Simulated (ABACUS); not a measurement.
**Band-structure run of ZrSe₂ (part 2 of 2)**

ZrSe₂ (P-3m1, 3 atoms in the cell); Kohn-Sham DFT of a periodic cell, PBE, Ansatz NC PBE, no spin polarisation (ABACUS 3.10.1); cutoff 1360.57 eV, 7×7×5 k-mesh, fermi-dirac of 0.05 eV. The structure derives from an entry of the Crystallography Open Database. The settings are looser than a standard set-up, so the numbers are not reference values.

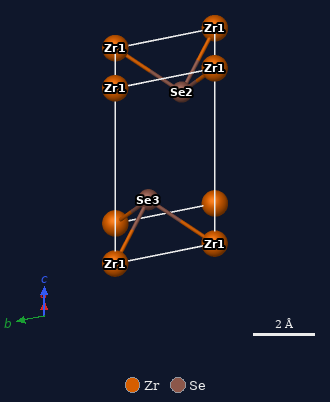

**Figure 1.** The structure as given in the input (ball-and-stick view of the cell of the calculation, seen at an oblique angle; atoms are numbered from 1 in the order of the input).

What the program printed, continued
```
----------------------------------------------------------

 LCAO ALGORITHM --------------- ION=   1  ELEC=   7--------------------------------

 Density error is 1.69712224103e-05
----------------------------------------------------------
     Energy           Rydberg                 eV
----------------------------------------------------------
 E_KohnSham     -586.2640096994      -7976.5310642391
 E_Harris       -586.2646827352      -7976.5402213616
 E_Fermi        0.7011138887         9.5391438339
----------------------------------------------------------

 LCAO ALGORITHM --------------- ION=   1  ELEC=   8--------------------------------

 Density error is 3.4017893001e-06
----------------------------------------------------------
     Energy           Rydberg                 eV
----------------------------------------------------------
 E_KohnSham     -586.2640097017      -7976.5310642703
 E_Harris       -586.2641398621      -7976.5328351937
 E_Fermi        0.7011125991         9.5391262870
----------------------------------------------------------

 LCAO ALGORITHM --------------- ION=   1  ELEC=   9--------------------------------

 Density error is 3.54741430339e-07
----------------------------------------------------------
     Energy           Rydberg                 eV
----------------------------------------------------------
 E_KohnSham     -586.2640097018      -7976.5310642717
 E_Harris       -586.2640219637      -7976.5312311031
 E_Fermi        0.7011122178         9.5391210993
----------------------------------------------------------

 LCAO ALGORITHM --------------- ION=   1  ELEC=  10--------------------------------

 Density error is 1.47426672349e-08
----------------------------------------------------------
     Energy           Rydberg                 eV
----------------------------------------------------------
 E_KohnSham     -586.2640097018      -7976.5310642721
 E_KS(sigma->0) -586.2639508199      -7976.5302631424
 E_Harris       -586.2640099897      -7976.5310681893
 E_band         -64.1757455507       -873.1558128876
 E_one_elec     -323.5122389412      -4401.6098223383
 E_Hartree      172.1047434485       2341.6051637274
 E_xc           -117.0996024483      -1593.2218268318
 E_Ewald        -317.7567939969      -4323.3029765699
 E_entropy(-TS) -0.0001177639        -0.0016022595
 E_descf        0.0000000000         0.0000000000
 E_exx          0.0000000000         0.0000000000
 E_Fermi        0.7011121970         9.5391208161
----------------------------------------------------------

 charge density convergence is achieved
 final etot is -7976.5310643 eV
 EFERMI = 9.5391208161 eV

 STATE ENERGY(eV) AND OCCUPATIONS    NSPIN == 1
 1/32 kpoint (Cartesian) = 0.0000 0.0000 0.0000 (2217 pws)
       1       -40.4122     0.00816327
       2       -37.4490     0.00816327
       3       -37.4490     0.00816327
       4       -37.4489     0.00816327
       5       -37.4489     0.00816327
       6       -37.4358     0.00816327
       7       -37.4352     0.00816327
       8       -37.4337     0.00816327
       9       -37.4337     0.00816327
      10       -37.4333     0.00816327
      11       -37.4333     0.00816327
      12       -18.5126     0.00816327
      13       -18.4667     0.00816327
      14       -18.4667     0.00816327
      15       -4.24144     0.00816327
      16       -2.83495     0.00816327
      17        4.54462     0.00816327
      18        6.16139     0.00816327
      19        6.16139     0.00816327
      20        9.31405     0.00807370
      21        9.31405     0.00807370
      22        9.49496     0.00577539
      23        9.97746    1.27180e-06
      24        9.97746    1.27180e-06
      25        10.9481    4.71328e-15
      26        13.8402    3.57641e-40
      27        13.8402    3.57641e-40
      28        15.6660    4.94475e-56

 2/32 kpoint (Cartesian) = -0.14286 0.082479 0.0000 (2218 pws)
       1       -40.4100      0.0489796
       2       -37.4490      0.0489796
       3       -37.4489      0.0489796
       4       -37.4487      0.0489796
       5       -37.4483      0.0489796
       6       -37.4357      0.0489796
       7       -37.4352      0.0489796
       8       -37.4336      0.0489796
       9       -37.4335      0.0489796
      10       -37.4333      0.0489796
      11       -37.4333      0.0489796
      12       -18.5075      0.0489796
      13       -18.5018      0.0489796
      14       -18.4749      0.0489796
      15       -4.05258      0.0489796
      16       -2.89247      0.0489796
      17        4.82950      0.0489796
      18        6.03026      0.0489796
      19        6.30507      0.0489796
      20        7.84056      0.0489796
      21        8.56785      0.0489796
      22        9.37413      0.0472370
      23        10.2304    4.85020e-08
      24        10.6971    4.28904e-12
      25        11.1823    2.61756e-16
      26        13.7927    5.54070e-39
      27        13.8385    2.21737e-39
      28        16.7633    8.74732e-65

 3/32 kpoint (Cartesian) = -0.28571 0.16496 0.0000 (2215 pws)
       1       -40.4052      0.0489796
       2       -37.4490      0.0489796
       3       -37.4486      0.0489796
       4       -37.4485      0.0489796
       5       -37.4469      0.0489796
       6       -37.4356      0.0489796
       7       -37.4352      0.0489796
       8       -37.4334      0.0489796
       9       -37.4333      0.0489796
      10       -37.4333      0.0489796
      11       -37.4330      0.0489796
      12       -18.5949      0.0489796
      13       -18.4932      0.0489796
      14       -18.4805      0.0489796
      15       -3.59726      0.0489796
      16       -2.98981      0.0489796
      17        5.39995      0.0489796
      18        5.89702      0.0489796
      19        6.22091      0.0489796
      20        6.53788      0.0489796
      21        8.00193      0.0489796
      22        8.53341      0.0489796
      23        10.0784    1.01439e-06
      24        11.1602    4.06912e-16
      25        11.5772    9.72222e-20
      26        14.0493    3.27632e-41
      27        14.2593    4.90551e-43
      28        18.3545    1.32000e-78

 4/32 kpoint (Cartesian) = -0.42857 0.24744 0.0000 (2221 pws)
       1       -40.4015      0.0489796
       2       -37.4489      0.0489796
       3       -37.4484      0.0489796
       4       -37.4484      0.0489796
       5       -37.4458      0.0489796
       6       -37.4356      0.0489796
       7       -37.4351      0.0489796
       8       -37.4334      0.0489796
       9       -37.4333      0.0489796
      10       -37.4331      0.0489796
      11       -37.4329      0.0489796
      12       -18.6648      0.0489796
      13       -18.5076      0.0489796
      14       -18.4625      0.0489796
      15       -3.29369      0.0489796
      16       -2.91340      0.0489796
      17        4.59658      0.0489796
      18        6.22029      0.0489796
      19        6.53752      0.0489796
      20        6.68427      0.0489796
      21        7.50366      0.0489796
      22        7.99187      0.0489796
      23        9.93132    1.91977e-05
      24        11.2197    1.23789e-16
      25        11.6561    2.00469e-20
      26        14.3637    6.08506e-44
      27        14.7876    1.26478e-47
      28        18.8782    3.73082e-83

 5/32 kpoint (Cartesian) = -0.14286 0.24744 0.0000 (2228 pws)
       1       -40.4065      0.0489796
       2       -37.4489      0.0489796
       3       -37.4487      0.0489796
       4       -37.4486      0.0489796
       5       -37.4473      0.0489796
       6       -37.4356      0.0489796
       7       -37.4352      0.0489796
       8       -37.4334      0.0489796
       9       -37.4334      0.0489796
      10       -37.4333      0.0489796
      11       -37.4331      0.0489796
      12       -18.5644      0.0489796
      13       -18.4969      0.0489796
      14       -18.4843      0.0489796
      15       -3.72475      0.0489796
      16       -2.97358      0.0489796
      17        5.35315      0.0489796
      18        5.88926      0.0489796
      19        6.27436      0.0489796
      20        6.88326      0.0489796
      21        7.69832      0.0489796
      22        8.91950      0.0489794
      23        10.3577    3.80306e-09
      24        11.0604    2.99201e-15
      25        11.5048    4.13336e-19
      26        13.6155    1.91843e-37
      27        14.2467    6.31783e-43
      28        18.0538    5.40256e-76

 6/32 kpoint (Cartesian) = -0.28571 0.32991 0.0000 (2227 pws)
       1       -40.4023      0.0979592
       2       -37.4487      0.0979592
       3       -37.4485      0.0979592
       4       -37.4484      0.0979592
       5       -37.4461      0.0979592
       6       -37.4355      0.0979592
       7       -37.4352      0.0979592
       8       -37.4334      0.0979592
       9       -37.4333      0.0979592
      10       -37.4332      0.0979592
      11       -37.4329      0.0979592
      12       -18.6317      0.0979592
      13       -18.5229      0.0979592
      14       -18.4667      0.0979592
      15       -3.29479      0.0979592
      16       -3.02170      0.0979592
      17        5.18269      0.0979592
      18        5.84447      0.0979592
      19        6.31998      0.0979592
      20        6.68838      0.0979592
      21        7.31714      0.0979592
      22        8.05350      0.0979592
      23        10.4235    2.04069e-09
      24        11.3114    3.95875e-17
      25        11.6010    1.20834e-19
      26        13.7803    1.41989e-38
      27        14.7090    1.21911e-46
      28        18.9062    4.26347e-83

[... levels at 26 further k points ...]

 correction force for each atom along direction 1 is -2.72652e-14
 correction force for each atom along direction 2 is -2.61897e-14
 correction force for each atom along direction 3 is 4.54891e-14
------------------------------------------------------------------------------------------
 TOTAL-FORCE (eV/Angstrom)
------------------------------------------------------------------------------------------
                       Zr1         0.0000000000         0.0000000000         0.0000000000
                       Se1         0.0000000000         0.0000000000        -0.6430882459
                       Se2         0.0000000000         0.0000000000         0.6430882459
------------------------------------------------------------------------------------------

----------------------------------------------------------------
 TOTAL-STRESS (KBAR)
----------------------------------------------------------------
        50.0019766813        -0.0000000000         0.0000000000
         0.0000000000        50.0019766795         0.0000000000
         0.0000000000        -0.0000000000        37.5601976038
----------------------------------------------------------------
 TOTAL-PRESSURE: 45.854717 KBAR

 --------------------------------------------
 !FINAL_ETOT_IS -7976.5310642721260592 eV
 --------------------------------------------
```

Standard output
```
ABACUS v3.10.1

               Atomic-orbital Based Ab-initio Computation at UStc

%%%%%%%%%%%%%%%%%%%%%%%%%%%%%%%%%%%%%%%%%%%%%%%%%%%%%%%%%%%%%%%%%%%%%%%%%%%%%%%%%%%%%%%%%%%%%%%%%%%%%%%%%
 Warning: the number of valence electrons in pseudopotential > 4 for Zr: [Kr] 4d2 5s2
 Warning: the number of valence electrons in pseudopotential > 6 for Se: [Ar] 3d10 4s2 4p4
 Pseudopotentials with additional electrons can yield (more) accurate outcomes, but may be less efficient.
 If you're confident that your chosen pseudopotential is appropriate, you can safely ignore this warning.
%%%%%%%%%%%%%%%%%%%%%%%%%%%%%%%%%%%%%%%%%%%%%%%%%%%%%%%%%%%%%%%%%%%%%%%%%%%%%%%%%%%%%%%%%%%%%%%%%%%%%%%%%

 UNIFORM GRID DIM        : 45 * 45 * 75
 UNIFORM GRID DIM(BIG)   : 9 * 9 * 15
 ---------------------------------------------------------
 Self-consistent calculations for electrons
 ---------------------------------------------------------
 SPIN    KPOINTS         PROCESSORS  THREADS     NBASE
 1       32              4           4           28
 ---------------------------------------------------------
 Use Systematically Improvable Atomic bases
 ---------------------------------------------------------
 ELEMENT ORBITALS        NBASE       NATOM       XC
 Zr      2s1p1d-8au      10          1
 Se      1s1p1d-7au      9           2
 ---------------------------------------------------------
 Initial plane wave basis and FFT box
 ---------------------------------------------------------
 -------------------------------------------
 SELF-CONSISTENT :
 -------------------------------------------
 START CHARGE      : atomic
 ITER       ETOT/eV          EDIFF/eV         DRHO     TIME/s
 GE1     -7.97529830e+03   0.00000000e+00   4.7638e-02   0.19
 GE2     -7.97528164e+03   1.66586005e-02   5.4616e-02   0.17
 GE3     -7.97649010e+03  -1.20846272e+00   1.3286e-02   0.17
 GE4     -7.97653068e+03  -4.05723296e-02   1.0690e-03   0.21
 GE5     -7.97653105e+03  -3.69542831e-04   2.7987e-04   0.19
 GE6     -7.97653106e+03  -1.84684956e-05   3.1036e-05   0.17
 GE7     -7.97653106e+03   7.57880099e-08   1.6971e-05   0.17
 GE8     -7.97653106e+03  -3.12451334e-08   3.4018e-06   0.17
 GE9     -7.97653106e+03  -1.33333193e-09   3.5474e-07   0.17
 GE10    -7.97653106e+03  -4.70223789e-10   1.4743e-08   0.17
----------------------------------------------------------------
 TOTAL-STRESS (KBAR)
----------------------------------------------------------------
        50.0019766813        -0.0000000000         0.0000000000
         0.0000000000        50.0019766795         0.0000000000
         0.0000000000        -0.0000000000        37.5601976038
----------------------------------------------------------------
 TOTAL-PRESSURE: 45.854717 KBAR
```

File mulliken.txt
```
 0
CALCULATE THE MULLIkEN ANALYSIS FOR EACH ATOM
 Total charge:	44
Decomposed Mulliken populations
0                             Zeta of Zr              Spin 1
s                                      0              2.0011
s                                      1              0.5094
SUM OVER M+Zeta                                       2.5104

pz                                     0              1.9999
px                                     0              1.9991
py                                     0              1.9990
SUM OVER M                                            5.9980
SUM OVER M+Zeta                                       5.9980

dz^2                                   0              0.4302
dxz                                    0              0.5755
dyz                                    0              0.6694
dx^2-y^2                               0              0.5149
dxy                                    0              0.6498
SUM OVER M                                            2.8399
SUM OVER M+Zeta                                       2.8399

SUM OVER M+Zeta+L                                    11.3484

Total Charge on atom:                 Zr             11.3484


1                             Zeta of Se              Spin 1
s                                      0              1.9311
SUM OVER M+Zeta                                       1.9311

pz                                     0              1.4567
px                                     0              1.4925
py                                     0              1.4454
SUM OVER M                                            4.3946
SUM OVER M+Zeta                                       4.3946

dz^2                                   0              2.0000
dxz                                    0              2.0001
dyz                                    0              2.0001
dx^2-y^2                               0              2.0000
dxy                                    0              2.0000
SUM OVER M                                           10.0001
SUM OVER M+Zeta                                      10.0001

SUM OVER M+Zeta+L                                    16.3258

Total Charge on atom:                 Se             16.3258


2                             Zeta of Se              Spin 1
s                                      0              1.9311
SUM OVER M+Zeta                                       1.9311

pz                                     0              1.4567
px                                     0              1.4925
py                                     0              1.4454
SUM OVER M                                            4.3946
SUM OVER M+Zeta                                       4.3946

dz^2                                   0              2.0000
dxz                                    0              2.0001
dyz                                    0              2.0001
dx^2-y^2                               0              2.0000
dxy                                    0              2.0000
SUM OVER M                                           10.0001
SUM OVER M+Zeta                                      10.0001

SUM OVER M+Zeta+L                                    16.3258

Total Charge on atom:                 Se             16.3258
```

This output came from the following input.

Input file
```
INPUT_PARAMETERS
suffix              ZrSe2
calculation         scf
basis_type          lcao
pseudo_dir          ./
orbital_dir         ./
symmetry            1
dft_functional      pbe
ecutwfc             100
pseudo_rcut         10
nspin               1
nbands              28
ks_solver           genelpa
smearing_method     fd
smearing_sigma      0.00367493
scf_thr             1e-07
scf_nmax            100
mixing_type         broyden
mixing_beta         0.7
cal_force           1
cal_stress          1
out_mul             1
out_chg             1
```

File STRU
```
ATOMIC_SPECIES
Zr 91.2240 Zr.upf
Se 78.9710 Se.upf

NUMERICAL_ORBITAL
Zr_confined-atom_8au_2s1p1d.orb
Se_confined-atom_7au_1s1p1d.orb

LATTICE_CONSTANT
7.1771798213

LATTICE_VECTORS
1.0000000000 0.0000000000 0.0000000000
-0.5000000000 0.8660254038 0.0000000000
0.0000000000 0.0000000000 1.6303317536

ATOMIC_POSITIONS
Cartesian

Zr
0.0
1
0.0000000000 0.0000000000 0.0000000000 1 1 1

Se
0.0
2
0.5000000000 0.2886751346 1.2227488152 1 1 1
0.0000000000 0.5773502692 0.4075829384 1 1 1
```

File KPT
```
K_POINTS
0
Gamma
7 7 5 0 0 0
```

Run as:
```bash
OMP_NUM_THREADS=1 mpirun -np 4 abacus > log
```

Results in brief

```csv
quantity,value
outcome,converged
space group (tolerance 0.01 Å),P-3m1 (164)
electrons treated,44
free energy,−7976.5311 eV
Fermi energy of the self-consistent step,9.539 eV
gap on the k-point mesh,0.17 eV
pressure,4.59 GPa
largest force (length of the vector),0.643 eV/Å
hardware,"4 threads of Intel Xeon (Sapphire Rapids), 16 GiB of memory available, shared host"
wall time,3.2 s (CPU time 13 s)
peak memory,0.4 GiB
```

The settings depart from the standard set-up of this series, which can bear on the numbers. Points of doubt noted for this run: home made orbitals.
